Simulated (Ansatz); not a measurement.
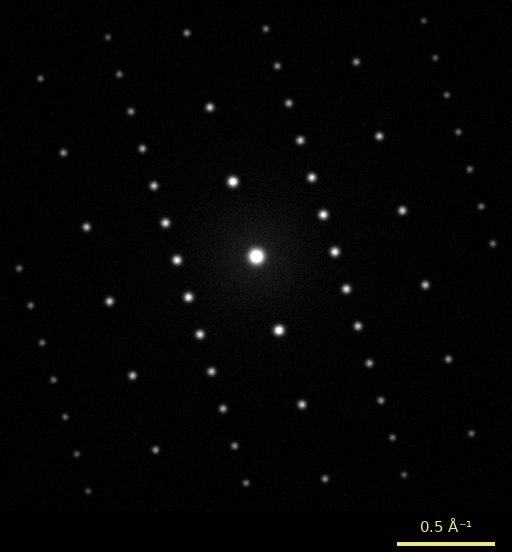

Computed electron diffraction pattern, 200 kV, single scattering only, B = 1 Å².

Phase: Ta, space group Fddd (No. 70), a = 2.887 Å, b = 5.204 Å, c = 9.947 Å. Structure: the geometry relaxed with DFT, PBE, plane waves (420 eV) with PAW, scalar-relativistic in Ansatz; the starting structure was generated, so it need not be a known form of this composition.

```cif
data_structure
_symmetry_space_group_name_H-M 'Fddd:1'
_symmetry_Int_Tables_number 70
_cell_length_a 2.8868
_cell_length_b 5.2041
_cell_length_c 9.9471
_cell_angle_alpha 90.000
_cell_angle_beta 90.000
_cell_angle_gamma 90.000
_cell_volume 149.44
loop_
_atom_site_label
_atom_site_type_symbol
_atom_site_symmetry_multiplicity
_atom_site_Wyckoff_symbol
_atom_site_fract_x
_atom_site_fract_y
_atom_site_fract_z
_atom_site_occupancy
Ta1 Ta 8 a 0.00000 0.00000 0.00000 1
```

**Determine the zone axis from the geometry of the pattern.**

The spots form a centred rectangular net whose two shortest vectors correspond to d = 4.97 Å and 2.45 Å, 75.8° apart. They index as 0 0 2 (itself extinct) and 1 -1 1, so the zone axis is [110] (or an equivalent direction of <110>).

**Which reflections of this zone are missing, and why?**

The lattice centring (F) removes all reflections that break h + k = 2n, h + l = 2n; a glide plane extinguishes reflections such as 0 0 2, 0 0 6, 0 0 10; reflections such as 2 -2 -2, 2 -2 2, 2 -2 -6 are allowed by the space group but vanish because the atoms sit on special positions. In a thicker crystal double diffraction can put intensity into those places emptied by glide planes or screw axes that lie on the net of the visible spots, but never into those emptied by centring.

**List the strongest reflections.**

Strongest reflections with d > 0.81 Å, one of each family (|F|² from tabulated Gaussian fits of the electron scattering factors, times a small damping for the curvature of the Ewald sphere):

| hkl | d (Å) | I (strongest = 100) |
| --- | --- | --- |
| 0 0 4 | 2.487 | 100 |
| 1 -1 1 | 2.447 | 49 |
| 1 -1 3 | 2.009 | 34 |
| 2 -2 0 | 1.262 | 24 |
| 0 0 8 | 1.243 | 23 |
| 1 -1 5 | 1.563 | 20 |
